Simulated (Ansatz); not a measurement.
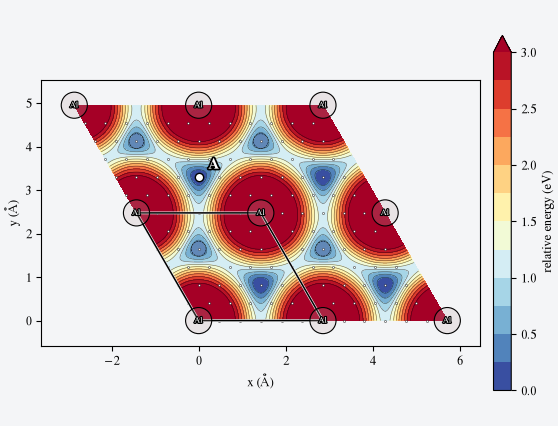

N on an Al(111) slab cut from the Fm-3m phase, its upper half relaxed before the scan (12 atoms of substrate and one adsorbate in a 2 × 2 cell). N is moved over the surface cell; relaxed at each place: the height of the adsorbate's atoms; substrate rigid; the origin of the map has the adsorbate above Al9. Places are given modulo a cell vector. The map is drawn in real space over the plane of the surface. The scan uses a 6 × 6 grid; 10 points were computed and 26 follow by symmetry. Places are given in fractions of the 1 × 1 surface cell. All energies are given in eV relative to the lowest grid point. These are results of DFT PBE, scalar-relativistic, plane waves, PAW in Ansatz 0.2.0, not measurements. Settings: cutoff 420 eV, k-mesh 6×6×1, gaussian smearing 0.1 eV, no spin polarisation.

The picture shows filled contours, dots at the grid points, labelled circles for the atoms of the top layer and small ones for the second layer, the outline of one cell of the 2 × 2 shown, one colour for all values above the top of the scale, the point A. Between grid points the surface is interpolated.

What is the easiest way out of the well at A, and how high is the barrier?

Answer. The easiest path leads from the well at a threefold hollow over a third-layer Al atom, (4/6, 2/6) of the cell vectors to the well at a threefold hollow over a second-layer Al atom, (2/6, 4/6) of the cell vectors, about 0.26 eV higher. Its highest point lies about 1.1 eV above the bottom of the first well on the interpolated surface, at about (0.48, 0.97) of the cell vectors. Seen from the upper well the barrier is about 0.87 eV. This is the barrier on the constrained surface; relaxing the other coordinates would change it.

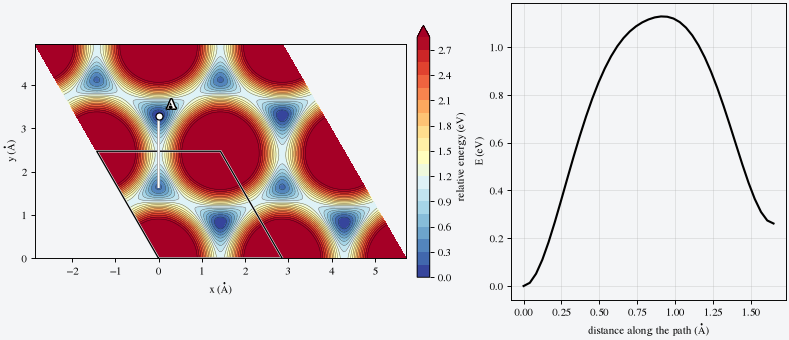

The picture shows filled contours, a line along the lowest path, the outline of one cell of the 2 × 2 shown, one colour for all values above the top of the scale, the energy along the path at the right. Between grid points the surface is interpolated.
